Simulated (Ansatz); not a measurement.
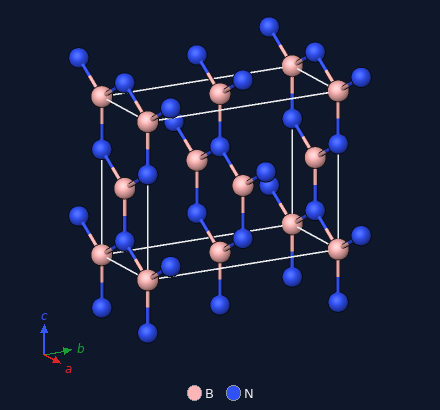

BN, space group Fmm2 (No. 42), a = 2.486 Å, b = 5.594 Å, c = 4.280 Å, α = 90.00°, β = 90.00°, γ = 90.00°

| site | Wyckoff | x | y | z |
| --- | --- | --- | --- | --- |
| B | 4a | 0.5000 | 0.0000 | 0.5004 |
| N | 4a | 0.5000 | 0.0000 | 0.1663 |

Origin: the end point of a relaxation (final pressure about 14 GPa) with Ansatz, DFT PBE+D3(BJ), scalar-relativistic, plane waves, PAW.

### How is the cell volume shared among the sites in a plain Voronoi partition?

| site | faces above 1 % of the sphere | volume (Å³) | solid angle by neighbour (%) |
| --- | --- | --- | --- |
| B | 9 | 7.44 | N 92 B 8 |
| N | 9 | 7.44 | B 92 N 8 |

Weighted by multiplicity the volumes add up to the cell volume, 59.5 Å³.

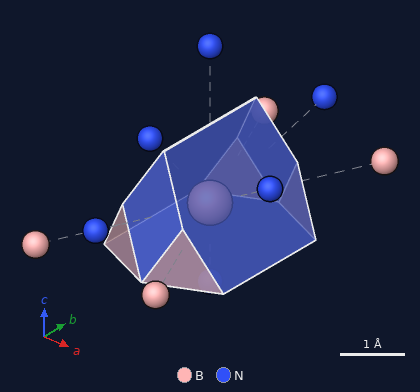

The computed Voronoi cell of B, with the neighbours that bound it.
